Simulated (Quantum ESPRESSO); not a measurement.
**LiH (Fm-3m): a mode Grüneisen parameter, worked out**

Aim: the Grüneisen parameter and the pressure coefficient of an optical mode of LiH (Fm-3m).

Program: Quantum ESPRESSO 7.5. Level of theory: DFT LDA, scalar-relativistic, plane waves, PseudoDojo norm-conserving pseudopotentials. Results are calculated unless marked as measured.

The database entry behind the starting cell differs from later determinations by our own check (the deuteride, about 0.2 % short), so it need not match the best structure at ambient conditions.

### 1. The relaxed structure

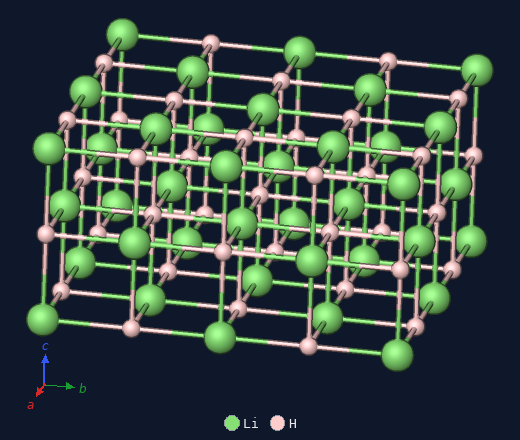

The cell as given, slightly off an axis (lithium green, hydrogen pink). 2×2×1 cells are drawn. This picture shows the conventional cell, with its axes. Some periodic images of atoms are drawn too.

As a file:

```
Li H
1.0
    -1.95464    0.00000    1.95464
     0.00000    1.95464    1.95464
    -1.95464    1.95464    0.00000
Li H
1 1
Direct
  0.00000 0.00000 0.00000
  0.50000 0.50000 0.50000
```

This is the cell after its relaxation at this level of theory, not the database cell from which that began.

### 2. Runs at several volumes

The relaxed cell is scaled uniformly; in this structure symmetry fixes all atoms, so nothing has to be relaxed anew. Each volume gets a ground state and a response at Γ. The mode followed is the highest one without the macroscopic field, of symmetry T1u; longitudinal polar modes lie higher. Cutoff 81 Ry, k mesh 12×12×12.

From the response at V/V₀ = 0.94:

What it wrote:

```text
[banners, grids, parts of the stress and lines that vanish by symmetry left out]
Program PHONON v.7.5
     Reading xml data from directory:

[...]
Exchange-correlation= PW
                           (   1   4   0   0   0   0   0)
[...]
kinetic-energy cut-off    =      81.0000  Ry
     charge density cut-off    =     324.0000  Ry
     convergence threshold     =      1.0E-18
[...]
Exchange-correlation= PW
                           (   1   4   0   0   0   0   0)
[...]
q = (   0.0000000   0.0000000   0.0000000 )
     49 Sym.Ops. (with q -> -q+G )
     G cutoff =  429.7972  (   9377 G-vectors)     FFT grid: ( 30, 30, 30)
     number of k points=    72
[...]
Mode symmetry, O_h (m-3m)  point group:
[...]
Dielectric constant
[...]
End of electric fields calculation
          Dielectric constant in cartesian axis
          (       5.191388547       0.000000000       0.000000000 )
          (       0.000000000       5.191388547       0.000000000 )
          (      -0.000000000      -0.000000000       5.191388547 )
          Effective charges (d Force / dE) in cartesian axis without acoustic sum rule applied (asr)
           atom    1  Li    Mean Z*:        1.02355
      Ex  (        1.02355        0.00000        0.00000 )
      Ey  (        0.00000        1.02355        0.00000 )
      Ez  (        0.00000        0.00000        1.02355 )
           atom    2  H     Mean Z*:       -1.02479
      Ex  (       -1.02479        0.00000        0.00000 )
      Ey  (        0.00000       -1.02479       -0.00000 )
      Ez  (        0.00000       -0.00000       -1.02479 )
          Effective charges Sum: Mean:       -0.00123
[...]
Effective charges (d Force / dE) in cartesian axis with asr applied:
           atom    1  Li    Mean Z*:        1.02417
[...]
atom    2  H     Mean Z*:       -1.02417
[...]
Representation #   1 modes #   1   2   3
[...]
End of self-consistent calculation
     Convergence has been achieved
     Representation #   2 modes #   4   5   6
[...]
End of self-consistent calculation
     Convergence has been achieved
[...]
Dielectric constant in cartesian axis
          (       5.191388547       0.000000000       0.000000000 )
          (       0.000000000       5.191388547       0.000000000 )
          (      -0.000000000      -0.000000000       5.191388547 )
          Effective charges (d Force / dE) in cartesian axis without acoustic sum rule applied (asr)
           atom    1  Li    Mean Z*:        1.02355
      Ex  (        1.02355        0.00000        0.00000 )
      Ey  (        0.00000        1.02355        0.00000 )
      Ez  (        0.00000        0.00000        1.02355 )
           atom    2  H     Mean Z*:       -1.02479
      Ex  (       -1.02479        0.00000        0.00000 )
      Ey  (        0.00000       -1.02479       -0.00000 )
      Ez  (        0.00000       -0.00000       -1.02479 )
          Effective charges Sum: Mean:       -0.00123
[...]
Effective charges (d Force / dE) in cartesian axis with asr applied:
           atom    1  Li    Mean Z*:        1.02417
[...]
atom    2  H     Mean Z*:       -1.02417
[...]
q = (    0.000000000   0.000000000   0.000000000 )
[...]
freq (    1) =       0.031505 [THz] =       1.050898 [cm-1]
     freq (    2) =       0.031505 [THz] =       1.050898 [cm-1]
     freq (    3) =       0.031505 [THz] =       1.050898 [cm-1]
     freq (    4) =      21.230526 [THz] =     708.174135 [cm-1]
     freq (    5) =      21.230526 [THz] =     708.174135 [cm-1]
     freq (    6) =      21.230526 [THz] =     708.174135 [cm-1]
[...]
Mode symmetry, O_h (m-3m)  point group:
     freq (   1-   3) =          1.1  [cm-1]   --> T_1u G_15  G_4- I
     freq (   4-   6) =        708.2  [cm-1]   --> T_1u G_15  G_4- I

   JOB DONE.
```

One volume, V/V₀ = 0.97, is held back as a test.

```
V/V₀  volume (Å³/atom)  pressure (GPa)   ω (cm⁻¹)
0.94             7.020            2.79     708.17
0.97             7.244            1.30  held back
   1             7.468            0.00     647.30
1.03             7.692           -1.15     618.35
1.06             7.916           -2.15     590.25
```

### 3. The fit

The mode Grüneisen parameter is γ = −d ln ω / d ln V.

| ln(V/V₀) | ln ω |
| --- | --- |
| -0.0619 | 6.5627 |
| 0.0000 | 6.4728 |
| 0.0296 | 6.4271 |
| 0.0583 | 6.3805 |

A straight line through these points has the slope -1.511, so γ = 1.51; at V/V₀ = 0.97 it predicts ω = exp(6.4706 + 0.0460) = 676.26 cm⁻¹.

A parabola of pressure against ln V through V/V₀ = 0.97, 1 and 1.03 gives the bulk modulus B = −dP/d ln V = 41 GPa at V₀. With ω₀ from the fitted line the pressure coefficient follows as dω/dP = γ ω₀ / B = 1.51 × 645.9 / 41 = 24.0 cm⁻¹/GPa.

### 4. The run that was held back

What it wrote:

```text
[banners, grids, parts of the stress and lines that vanish by symmetry left out]
[banner, memory and clock lines left out]
Program PHONON v.7.5

[...]
Exchange-correlation= PW
                           (   1   4   0   0   0   0   0)
[...]
kinetic-energy cut-off    =      81.0000  Ry
     charge density cut-off    =     324.0000  Ry
     convergence threshold     =      1.0E-18
[...]
Exchange-correlation= PW
                           (   1   4   0   0   0   0   0)
[...]
q = (   0.0000000   0.0000000   0.0000000 )
     49 Sym.Ops. (with q -> -q+G )
     G cutoff =  438.8938  (   9577 G-vectors)     FFT grid: ( 30, 30, 30)
     number of k points=    72
[...]
Mode symmetry, O_h (m-3m)  point group:
[...]
Dielectric constant
[...]
End of electric fields calculation
          Dielectric constant in cartesian axis
          (       5.096028660      -0.000000000      -0.000000000 )
          (      -0.000000000       5.096028660       0.000000000 )
          (      -0.000000000       0.000000000       5.096028660 )
          Effective charges (d Force / dE) in cartesian axis without acoustic sum rule applied (asr)
           atom    1  Li    Mean Z*:        1.02493
      Ex  (        1.02493       -0.00000       -0.00000 )
      Ey  (       -0.00000        1.02493        0.00000 )
      Ez  (       -0.00000       -0.00000        1.02493 )
           atom    2  H     Mean Z*:       -1.02596
      Ex  (       -1.02596        0.00000        0.00000 )
      Ey  (        0.00000       -1.02596       -0.00000 )
      Ez  (        0.00000       -0.00000       -1.02596 )
[...]
Representation #   1 modes #   1   2   3
[...]
End of self-consistent calculation
     Convergence has been achieved
     Representation #   2 modes #   4   5   6
[...]
End of self-consistent calculation
     Convergence has been achieved
[...]
Dielectric constant in cartesian axis
          (       5.096028660      -0.000000000      -0.000000000 )
          (      -0.000000000       5.096028660       0.000000000 )
          (      -0.000000000       0.000000000       5.096028660 )
          Effective charges (d Force / dE) in cartesian axis without acoustic sum rule applied (asr)
           atom    1  Li    Mean Z*:        1.02493
      Ex  (        1.02493       -0.00000       -0.00000 )
      Ey  (       -0.00000        1.02493        0.00000 )
      Ez  (       -0.00000       -0.00000        1.02493 )
           atom    2  H     Mean Z*:       -1.02596
      Ex  (       -1.02596        0.00000        0.00000 )
      Ey  (        0.00000       -1.02596       -0.00000 )
      Ez  (        0.00000       -0.00000       -1.02596 )
          Effective charges Sum: Mean:       -0.00102
[...]
Effective charges (d Force / dE) in cartesian axis with asr applied:
           atom    1  Li    Mean Z*:        1.02544
[...]
atom    2  H     Mean Z*:       -1.02544
[...]
q = (    0.000000000   0.000000000   0.000000000 )
[...]
freq (    1) =       0.026859 [THz] =       0.895904 [cm-1]
     freq (    2) =       0.026859 [THz] =       0.895904 [cm-1]
     freq (    3) =       0.026859 [THz] =       0.895904 [cm-1]
     freq (    4) =      20.302192 [THz] =     677.208225 [cm-1]
     freq (    5) =      20.302192 [THz] =     677.208225 [cm-1]
     freq (    6) =      20.302192 [THz] =     677.208225 [cm-1]
[...]
Mode symmetry, O_h (m-3m)  point group:
     freq (   1-   3) =          0.9  [cm-1]   --> T_1u G_15  G_4- I
     freq (   4-   6) =        677.2  [cm-1]   --> T_1u G_15  G_4- I
```

It gives 677.21 cm⁻¹ against the predicted 676.26 cm⁻¹, a miss of 0.9 cm⁻¹.

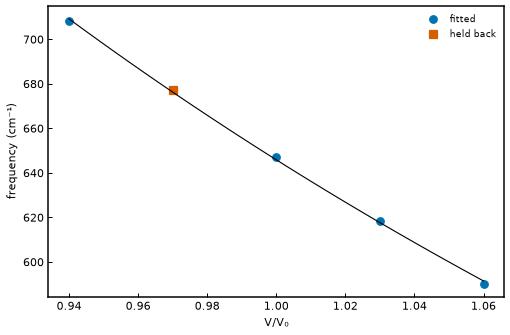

Frequency against volume, with the power-law fit.

### 5. Results

| Item | Value |
| --- | --- |
| mode Grüneisen parameter | 1.511 |
| bulk modulus | 40.7 GPa |
| pressure coefficient | 24.0 cm⁻¹/GPa |

What this shows: The highest optical mode of LiH (Fm-3m) without the LO-TO term stiffens by 24.0 cm⁻¹ a GPa near the relaxed volume, with γ = 1.51. The power law meets all 5 runs within 0.23 %; between neighbouring volumes γ runs from 1.42 to 1.62. Such a coefficient turns a measured shift of this mode into a hydrostatic stress; uniaxial or biaxial stress splits the mode and needs deformation potentials. These are harmonic values at zero temperature for the structure held cubic, which a run at Γ can't show to be stable; the bulk modulus rests on three points.

[Host names and launcher messages were left out of these logs when they were recorded.]

[Logs are printed without paths, hosts, clocks, repeated set-up lines and the standing remarks that a program may print on its own settings, such as how far it seeks lower states.]

[Hosts, paths, dates, database ids (printed as entryN), source tags and the programs' standing remarks are cut or masked in the printed files.]
